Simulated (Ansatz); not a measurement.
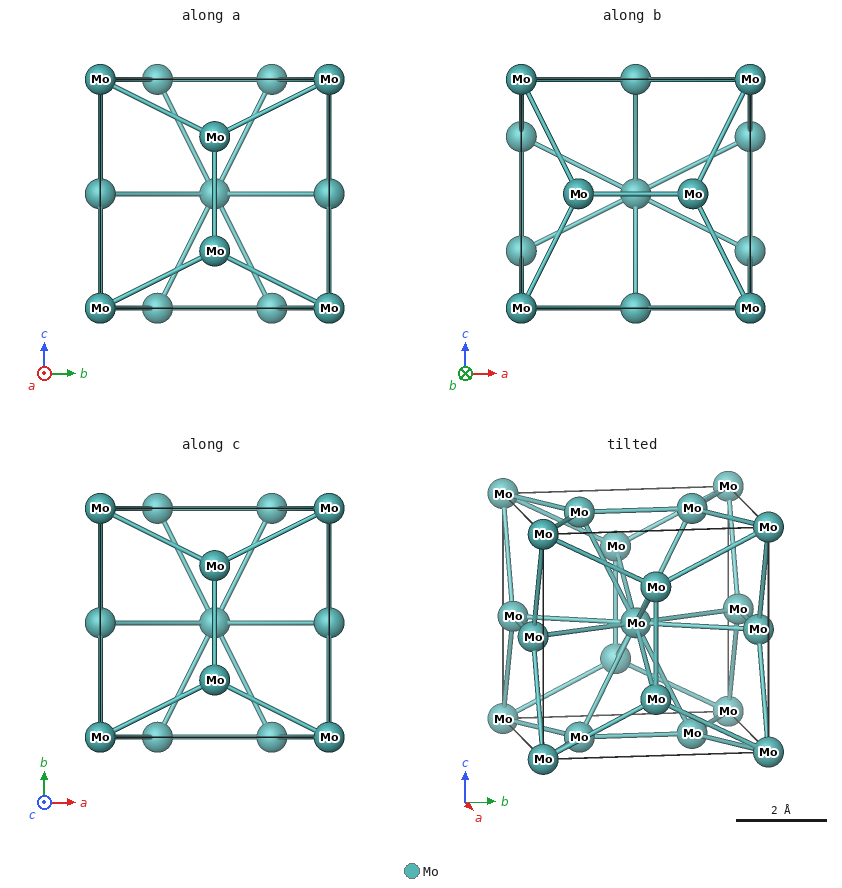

Ball-and-stick representation of a periodic structure, projected along the a axis, along the b axis, along the c axis and slightly off an axis. The conventional unit cell is drawn as a box.

Lattice parameters: a = 5.107 Å, b = 5.107 Å, c = 5.107 Å, α = 90.00°, β = 90.00°, γ = 90.00°.

Reconstruct the structure as a table of Wyckoff sites.

Answer. Space group Pm-3n (No. 223).
```json
{"atom": "Mo", "site": "2a", "x": "0.0000", "y": "0.0000", "z": "0.0000"}
{"atom": "Mo", "site": "6c", "x": "0.2500", "y": "0.0000", "z": "0.5000"}
```

The structure was taken from a structure type filled with this element by a generator (whether the element takes this form wasn't checked). What is shown is the relaxed result from Ansatz, DFT, BLYP, plane waves (420 eV) with PAW, scalar-relativistic.
